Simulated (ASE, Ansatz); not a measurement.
## H-capped CdS nanowire along [112] (44 atoms): support functions against a reference

Aim: test how closely localised support functions follow the reference on H-capped CdS nanowire along [112] (44 atoms), and at what cost. A setting counts as converged where the r.m.s. difference of forces stays under 1 % of the r.m.s. force.

Main program and level: Ansatz 0.2.0; Kohn-Sham DFT, PBEsol, PAW (set soft_2), plane waves.

### Step 1. The structure

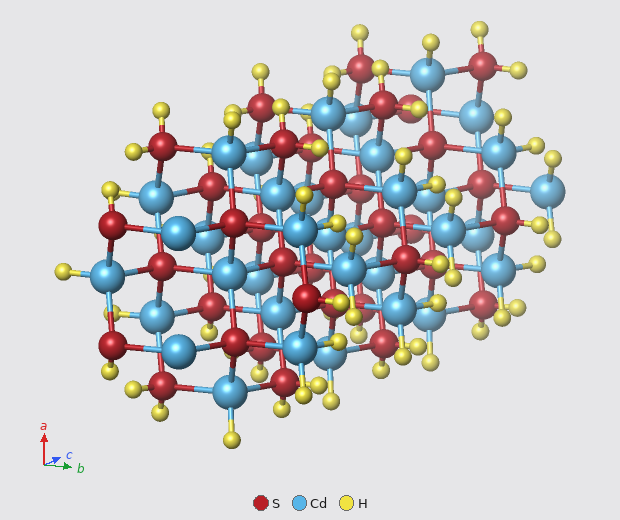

The starting structure, seen at a slant to the c axis (sulfur red, cadmium blue, hydrogen yellow). 1×1×3 cells are drawn. Some periodic images of atoms are drawn too.

The cell holds 44 atoms: 11 S, 11 Cd and 22 H. Cell: a = 21.004 Å, b = 20.598 Å, c = 7.126 Å, α = 90.0°, β = 90.0°, γ = 90.0°. It derives from CdS (zinc-blende). Hexagon section of size parameter 4.53 Å cut from zinc-blende CdS (a = 5.818 Å) along [112], 1 period, broken bonds capped with H, 10 Å of vacuum. Regions: wire, 22 atoms (11 S and 11 Cd); hydrogen, 22 atoms (22 H). Vacuum lies along a and b. The structure repeats along c.

Before any run, some limits are plain. Caps of real hydrogen don't mimic the fractional bonds of a polar compound, so surface states and strained caps may belong to the model. Beside vacuum, support functions can miss their usual error bounds without a warning.

### Step 2. Plane-wave single point

This run is the reference for what follows, at a cutoff of 420 eV.

File input.yaml:

```yaml
crystal:
  lattice:
    - [21.00398, 0.0, 0.0]
    - [0.0, 20.5978, 0.0]
    - [0.0, 0.0, 7.12557]
  atoms:
    - { symbol: S, position: [0.30337, 0.36566, 0.50395] }
    - { symbol: Cd, position: [0.30514, 0.49034, 0.50154] }
    - { symbol: S, position: [0.30373, 0.52999, 0.83674] }
    - { symbol: Cd, position: [0.49994, 0.32538, 0.16373] }
    - { symbol: S, position: [0.49942, 0.36553, 0.497] }
    - { symbol: Cd, position: [0.40157, 0.32426, 0.66956] }
    - { symbol: S, position: [0.40159, 0.36586, 0.99903] }
    - { symbol: Cd, position: [0.40327, 0.48778, 0.99957] }
    - { symbol: S, position: [0.40197, 0.53051, 0.33546] }
    - { symbol: Cd, position: [0.40391, 0.65079, 0.3323] }
    - { symbol: Cd, position: [0.4995, 0.49038, 0.49661] }
    - { symbol: S, position: [0.50181, 0.52853, 0.829] }
    - { symbol: Cd, position: [0.50108, 0.64981, 0.8334] }
    - { symbol: S, position: [0.50026, 0.69385, 0.16802] }
    - { symbol: S, position: [0.69605, 0.36633, 0.49918] }
    - { symbol: Cd, position: [0.59742, 0.32373, 0.66305] }
    - { symbol: S, position: [0.5987, 0.36636, 0.99675] }
    - { symbol: Cd, position: [0.59721, 0.48698, 0.99997] }
    - { symbol: S, position: [0.5972, 0.52887, 0.33226] }
    - { symbol: Cd, position: [0.5966, 0.65081, 0.33629] }
    - { symbol: Cd, position: [0.69722, 0.48792, 0.50369] }
    - { symbol: S, position: [0.69512, 0.52931, 0.83454] }
    - { symbol: H, position: [0.30665, 0.3437, 0.32377] }
    - { symbol: H, position: [0.25172, 0.34466, 0.58882] }
    - { symbol: H, position: [0.23633, 0.51485, 0.38646] }
    - { symbol: H, position: [0.25265, 0.50867, 0.92252] }
    - { symbol: H, position: [0.30543, 0.59386, 0.83185] }
    - { symbol: H, position: [0.49973, 0.24268, 0.17029] }
    - { symbol: H, position: [0.40002, 0.2428, 0.66264] }
    - { symbol: H, position: [0.35114, 0.34312, 0.09137] }
    - { symbol: H, position: [0.33634, 0.67848, 0.21974] }
    - { symbol: H, position: [0.40278, 0.68057, 0.55951] }
    - { symbol: H, position: [0.4336, 0.67977, 0.71832] }
    - { symbol: H, position: [0.56536, 0.68005, 0.72198] }
    - { symbol: H, position: [0.4993, 0.75783, 0.16669] }
    - { symbol: H, position: [0.69618, 0.34361, 0.32766] }
    - { symbol: H, position: [0.74693, 0.34593, 0.59348] }
    - { symbol: H, position: [0.59894, 0.24275, 0.66388] }
    - { symbol: H, position: [0.64892, 0.34442, 0.08715] }
    - { symbol: H, position: [0.66511, 0.68002, 0.21881] }
    - { symbol: H, position: [0.59691, 0.67887, 0.55901] }
    - { symbol: H, position: [0.76129, 0.51581, 0.38494] }
    - { symbol: H, position: [0.74749, 0.50754, 0.92008] }
    - { symbol: H, position: [0.69477, 0.59582, 0.83251] }
kpoints:
  mp_grid: { grid: [1, 1, 2] }
hamiltonian:
  xc: pbesol
scf:
  occupations: { method: fermi_dirac, width: 0.025 }
output:
  forces: true
  populations: true
  dos:
    method: { smearing: { sigma: 0.08 } }
    de: 0.1
    projected:
      site_lists:
        Cd: [Cd]
        H: [H]
        S: [S]
        wire: [0, 1, 2, 3, 4, 5, 6, 7, 8, 9, 10, 11, 12, 13, 14, 15, 16, 17, 18, 19, 20, 21]
        hydrogen: [22, 23, 24, 25, 26, 27, 28, 29, 30, 31, 32, 33, 34, 35, 36, 37, 38, 39, 40, 41, 42, 43]
  eigenvalues: true
  write_density: true
  write_potential: true
  volumetric_format: npy
```

Run with:

```console
$ ansatz run input.yaml --threads 8 --pin off --max-ram 15872MiB --backend cpu --events-out ev --progress --plain --runs-dir out
```

Numbers of over 12 decimals in the logs are rounded to 6 here.

What it wrote:

```text
Engine: ansatz 0.2.0, x86_64-unknown-linux-gnu
Pseudopotentials: kind: paw
Pseudopotential: S, paw, valence charge 6, recommended cutoff 420 eV (normal), S.paw.azcp
Pseudopotential: Cd, paw, valence charge 20, recommended cutoff 420 eV (normal), Cd.paw.azcp
Pseudopotential: H, paw, valence charge 1, recommended cutoff 420 eV (normal), H.paw.azcp
[... 3 lines on functional and potentials left out ...]
Crystal: 44 atoms, lattice volume = 3082.777 Å³
Basis set: ecut = 420 eV, 60181 PW (Γ), exchange–correlation on 288×288×96 points (8 copies of the dense FFT grid, shifted against one another)
Bands: 198, of which v1, the nominal top of the filled ones, is band 154 counted from 1 (153 counted from 0)
Symmetry: 1 space group operations
Space group: P1 (ITA 1), of the structure as read, at distance tolerance 1.5e-4 Å
k-points: 2
[... 9 lines on functional and potentials left out ...]
Initial density: superposition of atomic densities (neutral atoms: chi_scale 0, normalization atom), corrected by the library's trained network
Initial wavefunctions: pseudopotential atomic-orbital guess
Functional: x = pbesol(κ = 0.804, μ = 0.123457), c = pbesol(β = 0.046)
SCF iter   1: F=—  HF=-100095.024001 eV  |F-HF|=—  |Δ(HF+E_count)|=         —  Δρ=4.27e-3  dr2=2.57e0  ethr=1.77e-3  ⟨swp⟩=8.5  Hψ=1899  notcnv=0  defer=55
preconditioner: auto → Resta (q_TF=auto, 1.858 Å⁻¹)  ε∞=1.8  [insulator: Δε(μ)=0.398 eV  Ē_g=11.052 eV  σ=0.025 eV  W_gap=1.00  n_scr=324 (ndim 8)  ℏωp=9.9 eV  f_vac=0.726  D(μ)=0.03/eV (n_scr^D=0)  ε∞_Penn≈1.8  vacuum switching on, ρ_ref=8.9e-3 e/Å³]
SCF iter   2: F=—  HF=-100095.515225 eV  |F-HF|=—  |Δ(HF+E_count)|=   4.91e-1  Δρ=6.94e-3  dr2=1.50e1  ethr=8.35e-4  ⟨swp⟩=3.0  Hψ=545  notcnv=0  defer=65  recentre
preconditioner: auto → LDOS  [insulator: Δε(μ)=0.145 eV  Ē_g=10.901 eV  σ=0.025 eV  W_gap=0.90  n_scr=324 (ndim 8)  ℏωp=9.9 eV  f_vac=0.728  D(μ)=3.97/eV (n_scr^D=8)  ε∞_Penn≈1.8  β→1.0]
SCF iter   3: F=—  HF=-100094.693655 eV  |F-HF|=—  |Δ(HF+E_count)|=   8.22e-1  Δρ=2.78e-3  dr2=1.61e0  ethr=8.35e-4  ⟨swp⟩=3.0  Hψ=517  notcnv=0  defer=66
SCF iter   4: F=—  HF=-100094.398427 eV  |F-HF|=—  |Δ(HF+E_count)|=   2.95e-1  Δρ=1.17e-3  dr2=1.28e-1  ethr=5.22e-4  ⟨swp⟩=3.0  Hψ=497  notcnv=0  defer=69
SCF iter   5: F=—  HF=-100094.401531 eV  |F-HF|=—  |Δ(HF+E_count)|=   3.10e-3  Δρ=1.41e-3  dr2=4.83e-1  ethr=4.14e-5  ⟨swp⟩=2.0  Hψ=470  notcnv=0  defer=69
SCF iter   6: F=—  HF=-100094.413973 eV  |F-HF|=—  |Δ(HF+E_count)|=   1.24e-2  Δρ=1.27e-3  dr2=5.22e-1  ethr=4.14e-5  ⟨swp⟩=2.0  Hψ=387  notcnv=0  defer=69
SCF iter   7: F=—  HF=-100094.388081 eV  |F-HF|=—  |Δ(HF+E_count)|=   2.59e-2  Δρ=4.99e-4  dr2=7.89e-2  ethr=4.14e-5  ⟨swp⟩=1.0  Hψ=456  notcnv=0  defer=69
SCF iter   8: F=—  HF=-100094.386535 eV  |F-HF|=—  |Δ(HF+E_count)|=   1.55e-3  Δρ=4.39e-4  dr2=4.77e-2  ethr=2.56e-5  ⟨swp⟩=1.5  Hψ=329  notcnv=0  defer=69
SCF iter   9: F=—  HF=-100094.385731 eV  |F-HF|=—  |Δ(HF+E_count)|=   8.04e-4  Δρ=2.83e-4  dr2=1.87e-2  ethr=1.55e-5  ⟨swp⟩=1.0  Hψ=327  notcnv=0  defer=69
SCF iter  10: F=—  HF=-100094.385078 eV  |F-HF|=—  |Δ(HF+E_count)|=   6.53e-4  Δρ=7.24e-5  dr2=4.77e-4  ethr=6.06e-6  ⟨swp⟩=1.0  Hψ=327  notcnv=0  defer=69
SCF iter  11: F=—  HF=-100094.385069 eV  |F-HF|=—  |Δ(HF+E_count)|=   9.63e-6  Δρ=4.83e-5  dr2=2.57e-4  ethr=1.55e-7  ⟨swp⟩=2.0  Hψ=404  notcnv=0  defer=69
SCF iter  12: F=—  HF=-100094.385162 eV  |F-HF|=—  |Δ(HF+E_count)|=   9.28e-5  Δρ=3.57e-5  dr2=2.38e-4  ethr=8.34e-8  ⟨swp⟩=2.0  Hψ=459  notcnv=0  defer=69
SCF iter  13: F=—  HF=-100094.385243 eV  |F-HF|=—  |Δ(HF+E_count)|=   8.13e-5  Δρ=1.35e-5  dr2=1.21e-5  ethr=7.72e-8  ⟨swp⟩=1.5  Hψ=328  notcnv=0  defer=69
SCF iter  14: F=—  HF=-100094.386306 eV  |F-HF|=—  |Δ(HF+E_count)|=   1.06e-3  Δρ=8.73e-6  dr2=6.65e-6  ethr=3.92e-9  ⟨swp⟩=2.0  Hψ=543  notcnv=0  defer=69
SCF iter  15: F=—  HF=-100094.386307 eV  |F-HF|=—  |Δ(HF+E_count)|=   8.30e-7  Δρ=5.63e-6  dr2=2.32e-6  ethr=2.16e-9  ⟨swp⟩=2.0  Hψ=478  notcnv=0  defer=69
SCF iter  16: F=—  HF=-100094.386307 eV  |F-HF|=—  |Δ(HF+E_count)|=   2.30e-7  Δρ=3.29e-6  dr2=6.27e-7  ethr=7.55e-10  ⟨swp⟩=2.0  Hψ=480  notcnv=0  defer=69
SCF iter  17: F=—  HF=-100094.386308 eV  |F-HF|=—  |Δ(HF+E_count)|=   2.87e-7  Δρ=1.94e-6  dr2=2.08e-7  ethr=2.04e-10  ⟨swp⟩=2.0  Hψ=591  notcnv=0  defer=69
SCF iter  18: F=-100094.386308 eV  HF=-100094.386308 eV  |F-HF|=8.39e-8  |Δ(HF+E_count)|=   1.68e-7  Δρ=1.07e-6  dr2=8.13e-8  ethr=3.25e-11  ⟨swp⟩=27.0  Hψ=3680  notcnv=0
SCF 1 converged in 18 iterations: F = -100094.386308 eV  dr2 = 8.13e-8
  greatest PAW one-centre occupation: 1.000 electrons in one spin orbital (limit 2), on the Cd atom at site 12 (counted from 0), in its partial waves of l = 0
WARN: The output density's exchange-correlation potential varies sharply where the density is thin. Do not read a vacuum level from v_tot or v_xc, or from such a field of the output density. On a cell that repeats whose density bears no net charge and no dipole along the vacuum's axis use v_es (v_loc + v_h of the components); [...]
SCF converged after 18 iterations
Free energy (F): -100094.386308 eV
Harris-Foulkes:  -100094.386308 eV  (|F-HF|=8.39e-8)
Internal energy: -100094.350856 eV  (E = F + TS)
E sigma→0 (E₀):  -100094.368582 eV
Entropy (-TS):   -0.035452 eV (-0.806 meV/atom)
Fermi energy:    -1.142343 eV
--- Per-component energies (eV) ---
  E_band       = -8708.102664
  E_kinetic    = 7020.821166
  E_local      = -216652.939671  (includes V_loc(G=0)·N_el)
  E_nonlocal   = 743.378912
  E_hartree    = 104900.592967
  E_xc         = -3172.687533
  E_vxc        = -3632.717311  (∫ρ·V_xc dr)
  E_paw        = -50579.753644  (= ΣΔE_a)
  E_vpaw       = -5987.808939  (= ΣTr[D̂ρ^β])
  E_aug_tail   = -0.024369  (compensation charges beyond the density's cutoff)
  E_ewald      = 57641.818318
  E_core_change = 4.442999  (= ΣΔE_core)
  E_smearing   = -0.035452  (= −TS)
  E_closure    = 0.000000  (closes the sum)
  Σ components = -100094.386308   (vs F -100094.386308, Δ=0.00e0)
--- Forces (eV/Å), atoms counted from 1 ---
  atom   1  S      1.30221799     1.29800266     0.55434823
  atom   2  Cd    -0.48639998     0.61791126    -1.27002210
  atom   3  S      1.68189370    -1.23929123    -0.69682031
  atom   4  Cd     0.04724411    -1.01471005     0.53724600
  atom   5  S     -0.02099865     1.12794759     0.26027258
  atom   6  Cd     0.89984993    -0.80975648    -0.11421233
  atom   7  S      0.66428951     1.14856937    -0.58259081
  atom   8  Cd     0.83232413     0.12347374     0.71184532
  atom   9  S      0.14827814    -0.73476588    -0.09152308
  atom  10  Cd    -0.81845766     0.66417147    -0.51825127
  atom  11  Cd     0.05837543    -0.60734122    -0.16629021
  atom  12  S     -0.23723687    -0.52516219     0.42569640
  atom  13  Cd    -0.35250766     0.28682461     0.74889676
  atom  14  S     -0.00063092    -1.25093720     0.18989097
[...]
atom  43  H      0.76892181     0.33806251     0.47796576
  atom  44  H      0.45072238     0.36889349     0.36931248
  max |Σ_I F_I| component: 9.05e-5 eV/Å
--- Band table (eV) ---
  k-point 0: bands = ["-105.1549", "-105.1130", "-105.0252", "-104.9885", [... 182 levels ...], "2.4492", "2.5557", "2.5761", "2.6654", "2.6976", "2.7795", "2.7852", "2.8387", "2.9525", "2.9979", "3.0713", "3.1235"]
  k-point 1: bands = ["-105.1549", "-105.1130", "-105.0252", "-104.9885", [... 182 levels ...], "2.4747", "2.5459", "2.6942", "2.7104", "2.8010", "2.8096", "2.8571", "2.9115", "2.9223", "2.9977", "3.0865", "3.1239"]
--- Löwdin populations: 44 sites ---
  site symbol       q [e]
     0      S      6.1884
     1     Cd     18.8343
     2      S      6.1314
[...]
43      H      0.7972
  spilling = 0.011359 (of n_electrons = 308.000000)
```

Elapsed: 17 s, on 8 threads of Intel Xeon Platinum 8488C (Sapphire Rapids), shared host; peak memory 5.6 GiB.

Reading the cycles: dr2 is the Hartree energy of the density residual (eV), the measure of convergence; HF is the Harris–Foulkes estimate of the energy, which meets the free energy F at convergence.

The program notes that the exchange-correlation potential is rough where the density is thin.

Numbers from this run:

```yaml
free_energy: -100094.3863 eV
free_energy_per_atom: -2274.8724 eV/atom
scf_cycles: 18
r_m_s_force_component: 0.7323 eV/Å
longest_force: 2.51 eV/Å
fermi_energy: -1.142 eV
levels_partly_filled_by_over_2_per_cent: 3
spilling_of_the_projection: 0.01136
```

Length of the force by element:

```
element  coordination  atoms  mean length of the force (eV/Å)  spread  least  most
     Cd           all     11                             1.17   0.261  0.632  1.55
      H           all     22                             1.02   0.565  0.150  2.49
      S           all     11                             1.38   0.596  0.611  2.51
```

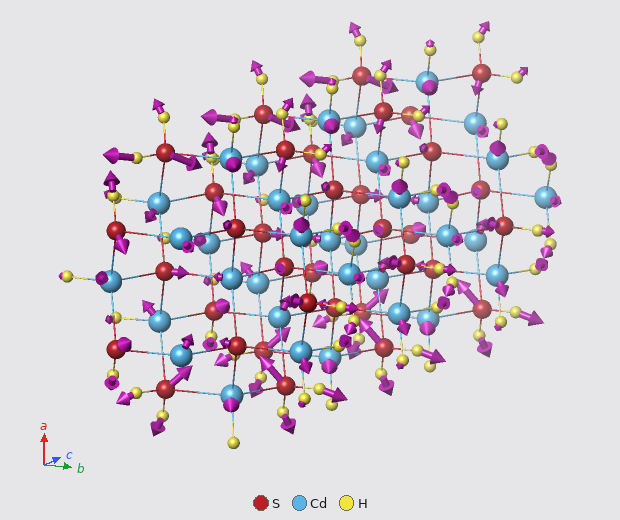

Forces as arrows; the longest in the cell is 2.51 eV/Å. 1×1×3 cells are drawn. Some periodic images of atoms are drawn too.

Löwdin charges by element (they lack the spilled electrons, 0.080 e an atom on average):

```
element  coordination  atoms  mean charge (e)  spread   least    most
     Cd           all     11             1.18  0.0346    1.11    1.25
      H           all     22           -0.121   0.293  -0.493   0.213
      S           all     11           -0.624   0.393   -1.10  -0.131
```

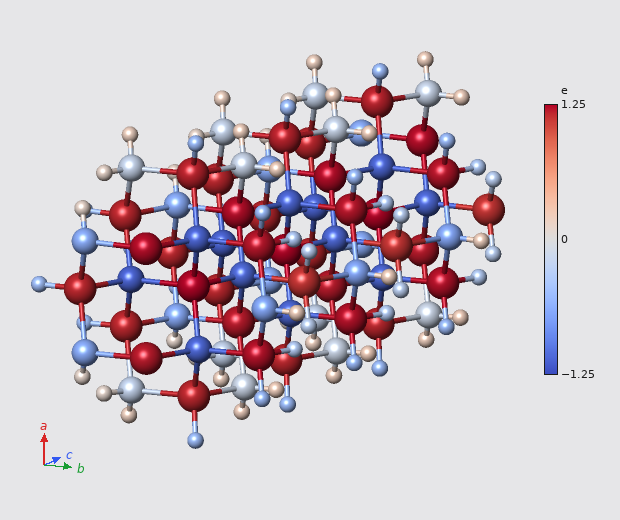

Atoms coloured by Löwdin charge. 1×1×3 cells are drawn. Some periodic images of atoms are drawn too.

By region:

```
  region  atoms  mean length of the force (eV/Å)
    wire     22                             1.28
hydrogen     22                             1.02
```

Density of states as counts of states in windows of 1 eV (from the Fermi level), total and the larger projections:

```
from (eV)  to (eV)  total  wire  Cd d   S p  H s  hydrogen  Cd s
      -14      -13    2.9   2.8   0.2   0.0  0.0       0.0   0.2
      -13      -12    0.0   0.0   0.0   0.0  0.0       0.0   0.0
      -12      -11    0.3   0.2   0.1   0.1  0.1       0.1   0.0
      -11      -10   37.4  34.2  28.1   5.9  2.9       2.9   0.1
      -10       -9   52.6  50.8  47.5   2.8  1.7       1.7   0.3
       -9       -8   31.8  30.8  26.8   2.9  0.8       0.8   0.8
       -8       -7    8.4   7.4   1.4   4.4  0.8       0.8   1.1
       -7       -6   10.6   9.2   1.1   6.2  1.2       1.2   1.5
       -6       -5   11.6  10.0   0.9   6.9  1.4       1.4   1.9
       -5       -4   11.8  10.2   0.8   8.4  1.2       1.2   0.7
       -4       -3   16.0  12.7   1.1  10.8  2.7       2.7   0.6
       -3       -2    9.8   4.6   0.5   3.3  4.7       4.7   0.6
       -2       -1    3.8   1.7   0.2   1.2  1.9       1.9   0.2
       -1        0    4.5   1.4   0.1   0.5  2.4       2.4   0.6
        0        1    9.7   4.0   0.1   1.7  3.7       3.7   1.3
        1        2   19.3   7.8   0.1   3.9  4.5       4.5   3.2
        2        3   19.4   4.3   0.0   1.9  2.0       2.0   2.1
        3        4   30.4   3.2   0.0   1.4  1.9       1.9   1.6
```

The curve was stored every 0.10 eV, coarse against its broadening of 0.08 eV, so these counts are rough.

Between -26 and -14 eV lie 19 more states.

The stored curve holds about 220 of the 308 electrons; the rest, give or take the few that broadening carries across the Fermi level, lie in deeper levels below its range.

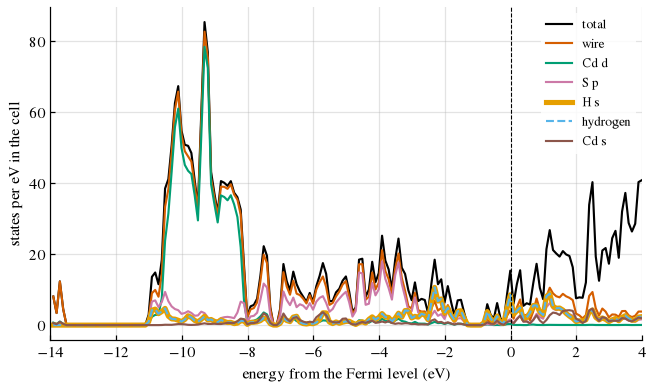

Total and projected density of states, with the broadening of the input.

The levels nearest the highest filled one (over half full), pooled over k-points and spins:

```
level less the highest filled one (eV)  occupation
                                 -1.60           2
                                 -1.46           2
                                -0.671           2
                                -0.389           2
                               -0.0605        1.93
                                     0        1.39
                                0.0371       0.683
                                 0.239           0
                                 0.282           0
                                 0.294           0
                                 0.484           0
                                 0.661           0
```

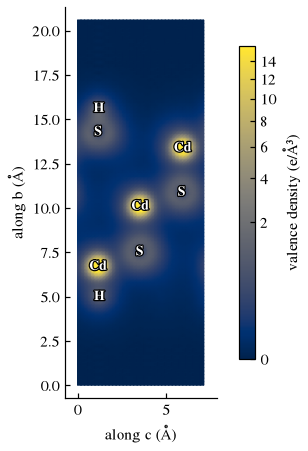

Valence density in the cb plane at fractional x = 0.499, with atoms of Cd and S and H within 0.2 Å of it. It is the smooth field of the valence electrons, not physical close to the nuclei. The colour scale is stretched toward low values.

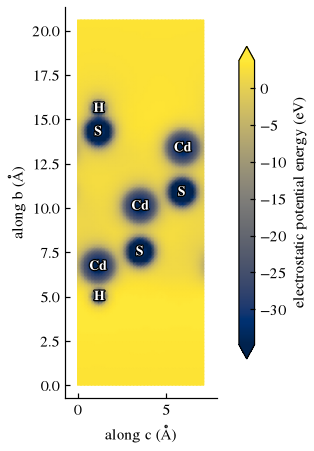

Electrostatic potential energy in the cb plane at fractional x = 0.499, with atoms of Cd and S and H within 0.2 Å of it. With pseudopotentials it is smooth inside the atoms' cores, unlike the true potential.

Mean Löwdin charges: Cd +1.18, H -0.12, S -0.62 e (they miss 1.1 % of the electrons, so they add up to more than the cell's charge). Within 0.4 eV of the Fermi level the largest share is H s (53 % of the projected weight).

(Continued in part 2 of 2.)

[Logs are printed without paths, hosts, clocks, repeated set-up lines and the standing remarks that a program may print on its own settings, such as how far it seeks lower states.]

[Hosts, paths, dates, database ids (printed as entryN), source tags and the programs' standing remarks are cut or masked in the printed files.]
